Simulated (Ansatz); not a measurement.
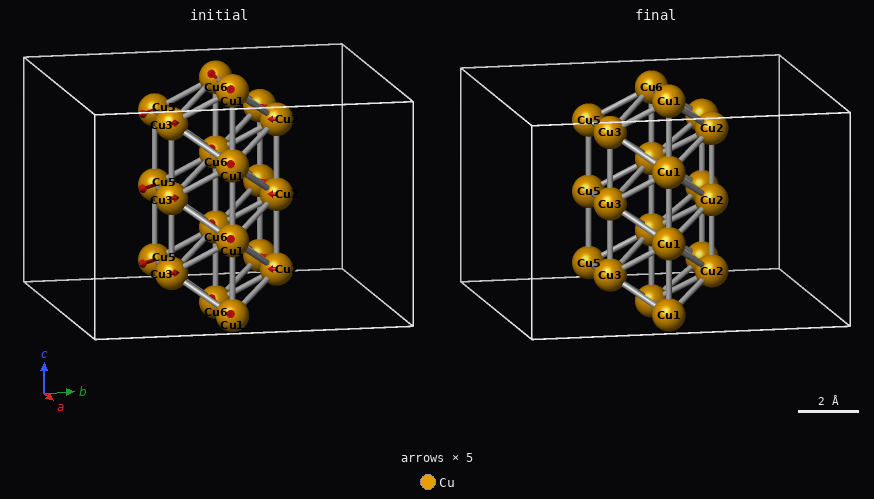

The structure of a wire of composition Cu before (left) and after (right) a relaxation, at one scale. The red arrows give the displacements (the part carried along by the change of the cell is left out), 5 times their true length.

Style: ball-and-stick. Shown: the 3 repeat of the cell, with the vacuum cut short, slightly off an axis.

Case: wire along [1 1 0], 6 atoms a period.

Method: DFT PBE, scalar-relativistic, plane waves, PAW in Ansatz 0.2.0. (plane-wave cutoff 420 eV; k-point mesh 1 × 1 × 21; occupations gaussian; smearing width 0.05 eV; no spin polarisation; cell relaxed at fixed a, b, alpha, beta, gamma; force threshold 0.02 eV/Å; at most 45 steps)

**What changed between the two?**

Over 5 accepted moves (6 points after the start) the energy falls by 0.309 eV per cell of the calculation. The largest force component goes from 0.56 to 0.01 eV/Å. The SCF was repeated once at an unchanged geometry on a basis and grid sized afresh for the cell, which shifted the energy by 3.8 meV per cell of the calculation at most. The largest moves relative to the layer's centre, 0.21 Å, are those of Cu atoms. Along the periodic axis the drawn cell goes c 7.700 → 7.326 Å (−4.9 %). Some distances before and after: Cu–Cu 2.567 → 2.394 Å, Cu–Cu 2.567 → 2.442 Å, Cu–Cu 2.567 → 2.641 Å, Cu–Cu 2.567 → 2.493 Å. Among the angles between lasting bonds that change: Cu–Cu–Cu 60.0° → 63.6°.

Limits of the set-up: the k-point mesh is coarse for a cell with partly filled bands.
